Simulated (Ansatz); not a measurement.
## Run report: Ru, geometry relaxation

- system: Ru (2 atoms in the cell)
- method: DFT r2SCAN, scalar-relativistic, plane waves, PAW, no spin polarisation (Ansatz 0.2.0)

The structure derives from a Materials Project entry.

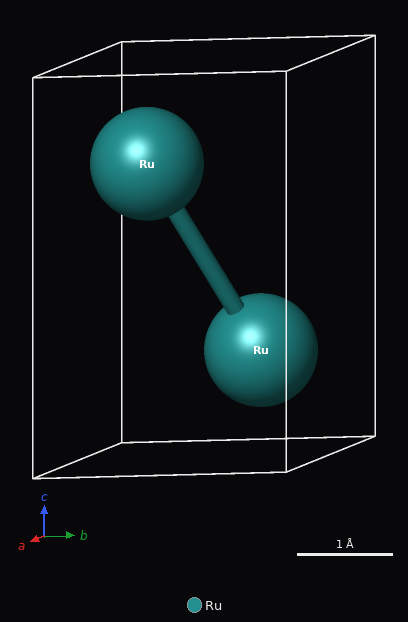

The structure as given in the input (ball-and-stick view of the cell of the calculation, seen slightly off an axis). An atom can appear more than once, as a periodic image.

## The input
```yaml
crystal:
  lattice:
    - [2.7078263433, 0.0, 0.0]
    - [-1.3539131716, 2.3450464023, 0.0]
    - [0.0, 0.0, 4.26810178]
  atoms:
    - { symbol: Ru, position: [0.33333333, 0.66666667, 0.25] }
    - { symbol: Ru, position: [0.66666667, 0.33333333, 0.75] }
basis:
  ecutwfc: 500
kpoints:
  mp_grid: { grid: [18, 18, 10] }
hamiltonian:
  xc: r2scan
scf:
  occupations: { method: gaussian, width: 0.1 }
output:
  forces: true
  stress: true
  eigenvalues: true
  write_density: true
  write_potential: true
  elf: true
  volumetric_format: npy
relax:
  adjacent_minimum: "off"
  f_tol: 0.005
  max_steps: 80
  cell: { stress_tol: 0.05 }
```

Machine: 1 thread of Intel Xeon @ 2.50GHz (Skylake/Cascade Lake), 189 GiB of memory available, shared host.

Command:
```bash
ansatz run input.yaml --threads 1 --pin off --max-ram 2560MiB --backend cpu --events-out ev --progress --plain --runs-dir out
```

## Log
```
Engine: ansatz 0.2.0, x86_64-unknown-linux-gnu
Pseudopotentials: kind: paw
Pseudopotential: Ru, paw, valence charge 16, recommended cutoff 500 eV (meta_gga), Ru.paw.azcp
Functional definition: r2SCAN
  parameter k0 = 0.174
  parameter k1 = 0.065
  parameter a1 = 4.9479
  exchange = r2scan_x(k0 = k0, k1 = k1, a1 = a1)
  correlation = r2scan_c
Crystal: 2 atoms, lattice volume = 27.102 Å³
Basis set: ecut = 500 eV, 687 PW (Γ), exchange–correlation on 80×80×128 points (64 copies of the dense FFT grid, shifted against one another)
Bands: 20, of which v1, the nominal top of the filled ones, is band 16 counted from 1 (15 counted from 0)
Symmetry: 24 space group operations
Space group: P63/mmc (ITA 194), of the structure as read, at distance tolerance 3.0e-5 Å
k-points: 222 of 3240
Non-local potential: Ru, projectors of the file, l = 0: 3, l = 1: 2, l = 2: 2, l = 3: 1
PAW form: soft (Blöchl's): semilocal exchange-correlation on the pseudo side does not see the compensation charge
PAW frozen core: Ru, regenerated for the run's functional (the file was generated under x = pbe(κ = 0.804, μ = 0.2195149727645171), c = pbe(β = 0.06672455060314922))
PAW one-centre angular grid: Ru, 590 points (default); XC on 160 Gauss nodes
Initial density: superposition of atomic densities (neutral atoms: chi_scale 0, normalization atom), corrected by the library's trained network
Initial wavefunctions: pseudopotential atomic-orbital guess
Functional: x = r2scan, c = r2scan; τ floored in thin density (d = 2e-4 eV/Å³)
SCF iter   1: F=—  HF=-11781.388080 eV  |F-HF|=—  |Δ(HF+E_count)|=         —  Δρ=1.09e-2  dr2=9.63e-3  dr2_τ=1.40e-2  ethr=1.77e-3  ⟨swp⟩=4.9  Hψ=17902  notcnv=0
preconditioner: auto → none  [metal: Δε(μ)=0.005 eV  Ē_g=6.118 eV  σ=0.100 eV  W_gap=0.03  n_scr=8 (ndim 8)  ℏωp=28.5 eV  f_vac=0.000  D(μ)=1.80/eV (n_scr^D=22)  sad-step TF]
SCF iter   2: F=—  HF=-11781.410057 eV  |F-HF|=—  |Δ(HF+E_count)|=   2.20e-2  Δρ=6.08e-3  dr2=2.50e-3  dr2_τ=2.00e-4  ethr=3.01e-5  ⟨swp⟩=2.0  Hψ=10163  notcnv=0  defer=29
SCF iter   3: F=—  HF=-11781.413188 eV  |F-HF|=—  |Δ(HF+E_count)|=   3.13e-3  Δρ=1.19e-3  dr2=2.28e-4  dr2_τ=4.21e-5  ethr=7.80e-6  ⟨swp⟩=2.0  Hψ=6178  notcnv=0  defer=30
SCF iter   4: F=—  HF=-11781.413301 eV  |F-HF|=—  |Δ(HF+E_count)|=   1.13e-4  Δρ=2.76e-4  dr2=1.02e-5  dr2_τ=1.94e-6  ethr=7.13e-7  ⟨swp⟩=2.1  Hψ=7353  notcnv=0  defer=30
SCF iter   5: F=—  HF=-11781.413334 eV  |F-HF|=—  |Δ(HF+E_count)|=   3.32e-5  Δρ=7.20e-5  dr2=4.26e-7  dr2_τ=1.18e-7  ethr=3.18e-8  ⟨swp⟩=2.0  Hψ=7918  notcnv=0  defer=30
SCF iter   6: F=-11781.413335 eV  HF=-11781.413335 eV  |F-HF|=2.57e-8  |Δ(HF+E_count)|=   1.51e-6  Δρ=1.15e-5  dr2=1.20e-8  dr2_τ=1.23e-9  ethr=3.13e-10  ⟨swp⟩=10.7  Hψ=33682  notcnv=0
SCF 1 converged in 6 iterations: F = -11781.413335 eV  dr2 = 1.20e-8
  greatest PAW one-centre occupation: 0.996 electrons in one spin orbital (limit 2), on the Ru atom at site 1 (counted from 0), in its partial waves of l = 1
relax step   1: F+E_penalty+E_count = -11781.41333523 eV  Δ(F+E_penalty+E_count) = +0.000e0 eV  max|allowed force component| = 1.850e-17 eV/Å  Δτ_max = 0.0000 Å  P = -1.499 GPa  Ω = 27.102 Å³  (6 SCF iters, dr2 threshold 1.00e-7 eV, accepted)
Crystal: 2 atoms, lattice volume = 26.839 Å³
Initial density: handed on by an earlier stage of this run
Initial wavefunctions: those handed on with the density
iter 1 solved again at ethr=1.00e-6 eV; its pass at ethr=3.10e-3 eV (dr2=3.20e-4 eV) is discarded
SCF iter   1: F=—  HF=-11781.407638 eV  |F-HF|=—  |Δ(HF+E_count)|=         —  Δρ=1.13e-3  dr2=3.28e-4  dr2_τ=4.99e-3  ethr=1.00e-6  ⟨swp⟩=2.0  Hψ=23032  notcnv=0
preconditioner: auto → none  [metal: Δε(μ)=0.000 eV  Ē_g=6.193 eV  σ=0.100 eV  W_gap=0.00  n_scr=8 (ndim 8)  ℏωp=28.7 eV  f_vac=0.000  D(μ)=1.74/eV (n_scr^D=22)]
SCF iter   2: F=—  HF=-11781.413343 eV  |F-HF|=—  |Δ(HF+E_count)|=   5.70e-3  Δρ=7.59e-4  dr2=1.11e-4  dr2_τ=2.40e-5  ethr=1.00e-6  ⟨swp⟩=2.0  Hψ=8010  notcnv=0
SCF iter   3: F=—  HF=-11781.413313 eV  |F-HF|=—  |Δ(HF+E_count)|=   2.97e-5  Δρ=2.98e-4  dr2=1.08e-5  dr2_τ=1.88e-6  ethr=3.46e-7  ⟨swp⟩=2.1  Hψ=6337  notcnv=0
SCF iter   4: F=—  HF=-11781.413320 eV  |F-HF|=—  |Δ(HF+E_count)|=   6.75e-6  Δρ=1.32e-4  dr2=4.66e-6  dr2_τ=2.90e-7  ethr=3.38e-8  ⟨swp⟩=2.0  Hψ=7603  notcnv=0
SCF iter   5: F=—  HF=-11781.413319 eV  |F-HF|=—  |Δ(HF+E_count)|=   9.54e-7  Δρ=6.66e-5  dr2=1.16e-6  dr2_τ=3.91e-8  ethr=1.46e-8  ⟨swp⟩=2.0  Hψ=6213  notcnv=0
SCF iter   6: F=—  HF=-11781.413318 eV  |F-HF|=—  |Δ(HF+E_count)|=   2.61e-7  Δρ=2.96e-5  dr2=2.25e-7  dr2_τ=9.82e-9  ethr=3.63e-9  ⟨swp⟩=2.1  Hψ=6471  notcnv=0
SCF iter   7: F=-11781.413318 eV  HF=-11781.413318 eV  |F-HF|=1.80e-8  |Δ(HF+E_count)|=   5.52e-8  Δρ=1.05e-5  dr2=2.76e-8  dr2_τ=1.46e-9  ethr=6.25e-10  ⟨swp⟩=7.9  Hψ=26145  notcnv=0
SCF 2 converged in 7 iterations: F = -11781.413318 eV  dr2 = 2.76e-8
relax step   2: F+E_penalty+E_count = -11781.41331825 eV  Δ(F+E_penalty+E_count) = +1.699e-5 eV  max|allowed force component| = 3.932e-17 eV/Å  Δτ_max = 0.0000 Å  P = +1.770 GPa  Ω = 26.839 Å³  energy of the carried Pulay correction = +1.677e-4 eV  (7 SCF iters, dr2 threshold 2.00e-7 eV, rejected (line search))
Crystal: 2 atoms, lattice volume = 26.981 Å³
iter 1 solved again at ethr=2.88e-7 eV; its pass at ethr=3.10e-3 eV (dr2=9.21e-5 eV) is discarded
SCF iter   1: F=—  HF=-11781.412348 eV  |F-HF|=—  |Δ(HF+E_count)|=         —  Δρ=6.23e-4  dr2=1.01e-4  dr2_τ=1.45e-3  ethr=2.88e-7  ⟨swp⟩=2.0  Hψ=22870  notcnv=0
preconditioner: auto → none  [metal: Δε(μ)=0.024 eV  Ē_g=6.137 eV  σ=0.100 eV  W_gap=0.13  n_scr=8 (ndim 8)  ℏωp=28.6 eV  f_vac=0.000  D(μ)=1.76/eV (n_scr^D=22)]
SCF iter   2: F=—  HF=-11781.414047 eV  |F-HF|=—  |Δ(HF+E_count)|=   1.70e-3  Δρ=4.43e-4  dr2=3.90e-5  dr2_τ=8.06e-6  ethr=2.88e-7  ⟨swp⟩=2.0  Hψ=8010  notcnv=0
SCF iter   3: F=—  HF=-11781.414037 eV  |F-HF|=—  |Δ(HF+E_count)|=   1.03e-5  Δρ=1.74e-4  dr2=4.08e-6  dr2_τ=6.57e-7  ethr=1.22e-7  ⟨swp⟩=2.1  Hψ=6306  notcnv=0
SCF iter   4: F=—  HF=-11781.414038 eV  |F-HF|=—  |Δ(HF+E_count)|=   6.12e-7  Δρ=8.14e-5  dr2=1.77e-6  dr2_τ=1.08e-7  ethr=1.27e-8  ⟨swp⟩=2.0  Hψ=7640  notcnv=0
SCF iter   5: F=—  HF=-11781.414038 eV  |F-HF|=—  |Δ(HF+E_count)|=   4.10e-7  Δρ=4.30e-5  dr2=4.89e-7  dr2_τ=1.59e-8  ethr=5.53e-9  ⟨swp⟩=2.0  Hψ=6155  notcnv=0
SCF iter   6: F=—  HF=-11781.414038 eV  |F-HF|=—  |Δ(HF+E_count)|=   1.09e-7  Δρ=1.98e-5  dr2=1.02e-7  dr2_τ=4.29e-9  ethr=1.53e-9  ⟨swp⟩=2.0  Hψ=6250  notcnv=0
SCF iter   7: F=—  HF=-11781.414038 eV  |F-HF|=—  |Δ(HF+E_count)|=   2.46e-8  Δρ=7.61e-6  dr2=1.48e-8  dr2_τ=7.62e-10  ethr=3.17e-10  ⟨swp⟩=2.4  Hψ=6886  notcnv=0
SCF iter   8: F=—  HF=-11781.414038 eV  |F-HF|=—  |Δ(HF+E_count)|=   3.98e-9  Δρ=1.40e-6  dr2=4.92e-10  dr2_τ=2.57e-11  ethr=4.64e-11  ⟨swp⟩=2.0  Hψ=6239  notcnv=0
SCF iter   9: F=—  HF=-11781.414038 eV  |F-HF|=—  |Δ(HF+E_count)|=  9.82e-11  Δρ=3.08e-7  dr2=2.30e-11  dr2_τ=1.46e-12  ethr=1.54e-12  ⟨swp⟩=2.5  Hψ=7195  notcnv=0
SCF iter  10: F=-11781.414038 eV  HF=-11781.414038 eV  |F-HF|=3.64e-12  |Δ(HF+E_count)|=  1.09e-11  Δρ=6.90e-9  dr2=7.75e-15  dr2_τ=1.17e-15  ethr=1.00e-12  ⟨swp⟩=5.7  Hψ=18464  notcnv=0
SCF 3 converged in 10 iterations: F = -11781.414038 eV  dr2 = 7.75e-15
relax step   3: F+E_penalty+E_count = -11781.41403783 eV  Δ(F+E_penalty+E_count) = -7.026e-4 eV  max|allowed force component| = 3.123e-17 eV/Å  Δτ_max = 0.0000 Å  P = -0.014 GPa  Ω = 26.981 Å³  energy of the carried Pulay correction = +7.735e-5 eV  (10 SCF iters, accepted)
Initial wavefunctions: pseudopotential atomic-orbital guess (no wavefunctions were taken with the density)
iter 1 solved again at ethr=1.81e-8 eV; its pass at ethr=3.10e-3 eV (dr2=5.79e-6 eV) is discarded
SCF iter   1: F=—  HF=-11781.413963 eV  |F-HF|=—  |Δ(HF+E_count)|=         —  Δρ=1.53e-5  dr2=8.21e-9  dr2_τ=8.53e-8  ethr=1.81e-8  ⟨swp⟩=3.3  Hψ=31824  notcnv=0
preconditioner: auto → none  [metal: Δε(μ)=0.024 eV  Ē_g=6.143 eV  σ=0.100 eV  W_gap=0.14  n_scr=8 (ndim 8)  ℏωp=28.6 eV  f_vac=0.000  D(μ)=1.76/eV (n_scr^D=22)]
SCF iter   2: F=—  HF=-11781.413964 eV  |F-HF|=—  |Δ(HF+E_count)|=   8.10e-7  Δρ=7.04e-6  dr2=1.66e-9  dr2_τ=1.64e-9  ethr=2.56e-11  ⟨swp⟩=2.3  Hψ=8099  notcnv=0
SCF iter   3: F=—  HF=-11781.413964 eV  |F-HF|=—  |Δ(HF+E_count)|=   2.61e-9  Δρ=1.15e-6  dr2=1.10e-10  dr2_τ=6.73e-11  ethr=5.18e-12  ⟨swp⟩=2.0  Hψ=6241  notcnv=0
SCF iter   4: F=-11781.413964 eV  HF=-11781.413964 eV  |F-HF|=7.28e-12  |Δ(HF+E_count)|=  3.64e-11  Δρ=2.38e-7  dr2=2.06e-12  dr2_τ=3.48e-12  ethr=1.00e-12  ⟨swp⟩=6.1  Hψ=21419  notcnv=0
SCF 4 converged in 4 iterations: F = -11781.413964 eV  dr2 = 2.06e-12
relax step   4: F+E_penalty+E_count = -11781.41396412 eV  Δ(F+E_penalty+E_count) = +7.371e-5 eV  max|allowed force component| = 3.123e-17 eV/Å  Δτ_max = 0.0000 Å  P = -0.017 GPa  Ω = 26.981 Å³  stress off target by 2.52e-2 GPa  SCF on the basis re-selected at this cell (its energy is not comparable with the rows above)  (4 SCF iters)
```

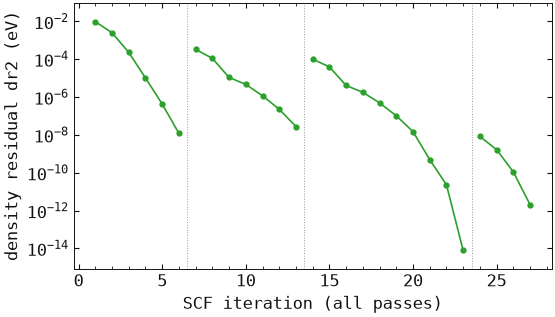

Convergence of the self-consistent field: density residual dr2 against the SCF iteration. The dotted lines part the SCF passes of the relaxation: geometry steps, rejected trials and re-solves on a re-selected basis. The passes take 6, 7, 10 and 4 iterations.

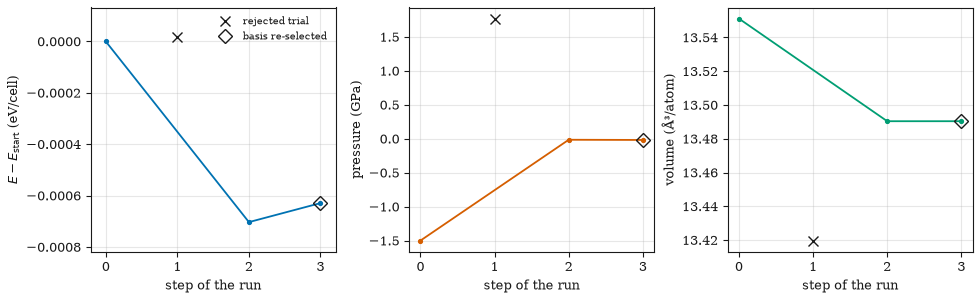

Progress of the relaxation, step by step (the first geometry is step 0 here and step 1 in the log). The atoms keep their places relative to the cell (all moves are under 0.005 Å). The volume changes by −0.4 %, with a = b 2.708 → 2.702 Å (−0.2 %), c 4.268 → 4.266 Å (−0.1 %). Distances before and after: Ru1–Ru1 2.708 → 2.702 Å. The space group stays P6_3/mmc (No. 194). After 2 geometry steps the energy has fallen by 0.7 meV per cell of the calculation. All forces vanish by symmetry, so only the cell relaxes. Pressure: −1.50 GPa at the start and −0.02 GPa at the end. The line search rejected the trial step at point 1 (counted from 0) and went back. A last SCF at the same geometry on a re-selected plane-wave basis shifts the energy by +0.1 meV per cell of the calculation. (Atoms are counted from 1 in the order of the input.)

```
basis re-selected at this cell: Δ(F+E_penalty+E_count) = +7.371e-5 eV, ΔP = -0.003 GPa vs the last step (what re-selecting the basis moved, of the pressure what is left beyond the Pulay correction that the steps carried, after the strain that the cell walked since its last selection, with what the two solves' SCF thresholds leave and, on support functions, any second-order correction that the steps lacked; it is no measure of the basis error at this ecutwfc). This SCF's stress stands 2.52e-2 GPa from its target on what of the cell is left free (relax.cell.stress_tol is 5.00e-2 GPa) and its largest allowed force component is 3.12e-17 eV/Å (relax.f_tol is 5.00e-3 eV/Å): within both
SCF converged after 4 iterations
Free energy (F): -11781.413964 eV
Harris-Foulkes:  -11781.413964 eV  (|F-HF|=7.28e-12)
Internal energy: -11781.405149 eV  (E = F + TS)
E sigma→0 (E₀):  -11781.409557 eV
Entropy (-TS):   -0.008815 eV (-4.408 meV/atom)
Fermi energy:    23.566899 eV
--- Per-component energies (eV) ---
  E_band       = -132.797583
  E_kinetic    = 1028.717663
  E_local      = -2500.294953  (includes V_loc(G=0)·N_el)
  E_nonlocal   = 685.635757
  E_hartree    = 803.195764
  E_xc         = -368.676645
  E_vxc        = -534.133861  (∫ρ·V_xc dr)
  E_paw        = -6957.739662  (= ΣΔE_a)
  E_vpaw       = -456.701392  (= ΣTr[D̂ρ^β])
  E_aug_tail   = 0.000200  (compensation charges beyond the density's cutoff)
  E_vtau       = 37.587445  (kinetic-family band-sum trace: ∫τ·v_τ [+ j·A + Jᵃ·Aᵃ] dr)
  E_ewald      = -4471.621362
  E_core_change = -0.621911  (= ΣΔE_core)
  E_smearing   = -0.008815  (= −TS)
  E_closure    = -0.000000  (closes the sum)
  Σ components = -11781.413964   (vs F -11781.413964, Δ=0.00e0)
--- Forces (eV/Å), atoms counted from 1 ---
  atom   1  Ru     0.00000000    -0.00000000     0.00000000
  atom   2  Ru    -0.00000000     0.00000000    -0.00000000
  max |Σ_I F_I| component: 4.63e-18 eV/Å
--- Stress (GPa, compression-positive) ---
       -0.025192      -0.000000      -0.000000
       -0.000000      -0.025192       0.000000
       -0.000000       0.000000      -0.000855
  P = ⅓ Tr σ = -0.0171 GPa (-0.171 kbar)
--- Band table (eV; the first three rows and the last of 222) ---
  k-point 0: bands = ["-51.7737", "-51.5418", "-21.5246", "-20.5028", "-20.5028", "-20.3148", "-20.3148", "-20.2647", "15.2138", "17.0467", "20.8505", "20.8505", "21.0592", "21.5643", "21.5643", "22.0812", "22.0812", "24.8192", "24.8192", "24.9657"]
  k-point 1: bands = ["-51.7682", "-51.5476", "-21.4952", "-20.4982", "-20.4982", "-20.3194", "-20.3194", "-20.2972", "15.3328", "17.0875", "20.7741", "20.7741", "20.9991", "21.4932", "21.4932", "22.2511", "22.2511", "24.5697", "24.8271", "24.8271"]
  k-point 2: bands = ["-51.7520", "-51.5643", "-21.4094", "-20.4849", "-20.4849", "-20.3908", "-20.3329", "-20.3329", "15.6757", "17.1975", "20.6415", "20.6415", "20.8390", "21.3080", "21.3080", "22.6551", "22.6551", "23.6047", "24.8187", "24.8187"]
  k-point 221: bands = ["-51.5257", "-51.5257", "-21.2600", "-21.2600", "-20.9689", "-20.9689", "-20.4793", "-20.4793", "18.6245", "18.6245", "19.2499", "19.2499", "20.7053", "20.7053", "22.3222", "22.3222", "24.8651", "24.8651", "32.4509", "32.4509"]
--- Relaxed structure (3 steps of the walk, 2 accepted, 1 SCFs on fresh bases) ---
  F+E_penalty+E_count = -11781.41396412 eV   max|allowed force component| = 3.123e-17 eV/Å   (the final SCF, on the basis selected at the relaxed cell)
  cell:  # Å, volume = 26.9808 Å³
    - [2.702464792719179, -2.8810341447957268e-11, 1.25772068662507e-19]
    - [-1.351232396334639, 2.3404031633422613, -6.288603433009231e-20]
    - [1.9824313751319717e-19, 0.0, 4.265839014629285]
  atoms:
    - { symbol: Ru, position: [0.33333333333333337, 0.6666666666666667, 0.25] }
    - { symbol: Ru, position: [0.6666666666666667, 0.33333333333333337, 0.75] }
```

## Trajectory as extended XYZ (Å, eV, eV/Å), 4 frames, from step=1 to step=4
```
2
Lattice="2.7078 0.0000 0.0000 -1.3539 2.3450 0.0000 0.0000 0.0000 4.2681" Properties=species:S:1:pos:R:3:forces:R:3 step=1 energy=-11781.41333 pressure_GPa=-1.50
Ru    0.0000    1.5634    1.0670    0.0000   0.0000   0.0000
Ru    1.3539    0.7817    3.2011    0.0000   0.0000   0.0000
2
Lattice="2.6964 0.0000 0.0000 -1.3482 2.3352 0.0000 0.0000 0.0000 4.2624" Properties=species:S:1:pos:R:3:forces:R:3 step=2 energy=-11781.41332 pressure_GPa=1.77 accepted=F
Ru    0.0000    1.5568    1.0656    0.0000   0.0000   0.0000
Ru    1.3482    0.7784    3.1968    0.0000   0.0000   0.0000
2
Lattice="2.7025 0.0000 0.0000 -1.3512 2.3404 0.0000 0.0000 0.0000 4.2658" Properties=species:S:1:pos:R:3:forces:R:3 step=3 energy=-11781.41404 pressure_GPa=-0.01
Ru    0.0000    1.5603    1.0665    0.0000   0.0000   0.0000
Ru    1.3512    0.7801    3.1994    0.0000   0.0000   0.0000
2
Lattice="2.7025 0.0000 0.0000 -1.3512 2.3404 0.0000 0.0000 0.0000 4.2658" Properties=species:S:1:pos:R:3:forces:R:3 step=4 energy=-11781.41396 pressure_GPa=-0.02
Ru    0.0000    1.5603    1.0665    0.0000   0.0000   0.0000
Ru    1.3512    0.7801    3.1994    0.0000   0.0000   0.0000
```

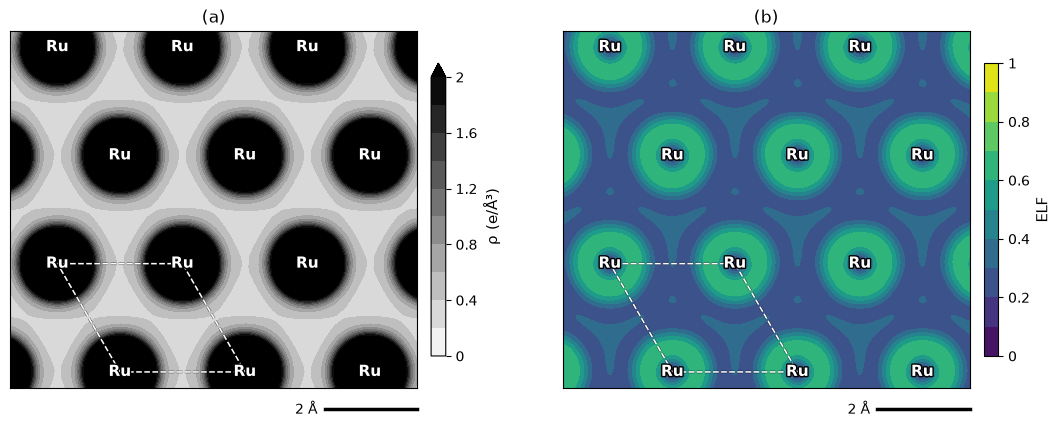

(a) valence electron density; (b) ELF on the (001) plane of the conventional cell. The section cuts through Ru sites. Ru–Ru (2.70 Å): the density is about 0.39 e/Å³ at the midpoint; the ELF is about 0.30 at the midpoint (no shared electron pair). Away from the nuclei the density in this plane falls to 0.3 e/Å³ at its lowest. The strong features right at Ru lie inside the PAW spheres (semicore, d or f shells) and say nothing about bonding. In a PAW calculation such maps are meaningful between the atoms, not at the nuclei.

## Key numbers

- outcome: converged
- space group (tolerance 0.01 Å): P6₃/mmc (194)
- electrons treated: 32
- free energy: −11781.4140 eV
- Fermi energy: 23.567 eV
- gap on the k-point mesh: none (metallic)
- pressure: −0.02 GPa
- final volume: 26.98 Å³
- largest force (length of the vector) at the end: under 0.001 eV/Å
- final cell: a = 2.702 Å, b = 2.702 Å, c = 4.266 Å, α = 90.00°, β = 90.00°, γ = 120.00°
- wall time: 86 s
- peak memory: 0.5 GiB
